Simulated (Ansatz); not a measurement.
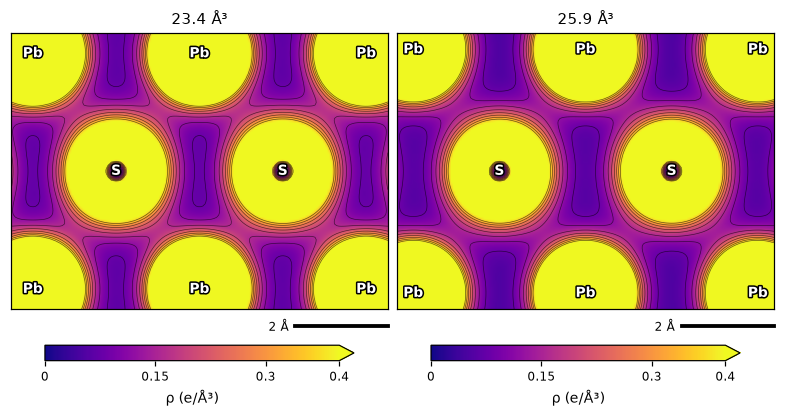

PbS. The valence charge density (pseudo) of cells scaled evenly to different volumes (given per atom above each panel), on the (11̄0) plane of each (indices in the axes of the cell below), at one length scale and on one colour scale.

A structure from a database of computed crystals, not necessarily the ambient phase.

The calculation used Ansatz, Kohn-Sham DFT of a periodic cell, HSE06, Ansatz PAW.

The largest cell:

```cif
data_structure
_symmetry_space_group_name_H-M 'P 1'
_symmetry_Int_Tables_number 1
_cell_length_a 3.7253
_cell_length_b 3.7253
_cell_length_c 3.7253
_cell_angle_alpha 90.000
_cell_angle_beta 90.000
_cell_angle_gamma 90.000
_cell_volume 51.70
loop_
_atom_site_label
_atom_site_type_symbol
_atom_site_fract_x
_atom_site_fract_y
_atom_site_fract_z
_atom_site_occupancy
Pb1 Pb 0.00000 0.00000 0.00000 1
S1 S 0.50000 0.50000 0.50000 1
```

| volume (Å³/atom) | Pb–S contact in the plane (Å) | ρ at its midpoint (e/Å³) | pressure (GPa) | 
| --- | --- | --- | --- |
| 23.41 | 3.121 | 0.173 | 0.0 | 
| 24.87 | 3.185 | ? | ? | 
| 25.85 | 3.226 | 0.144 | −3.9 | 

Q: Estimate the missing row, and compare with the calculation.

A: Over the known rows ln ρ falls by 1.75 per Å of Pb–S distance (the line through the two), which gives 0.155 e/Å³ at 3.185 Å; the calculation gives 0.154 e/Å³. For the pressure, a straight line in volume between the neighbouring rows gives −2.3 GPa; the calculation gives −2.6.
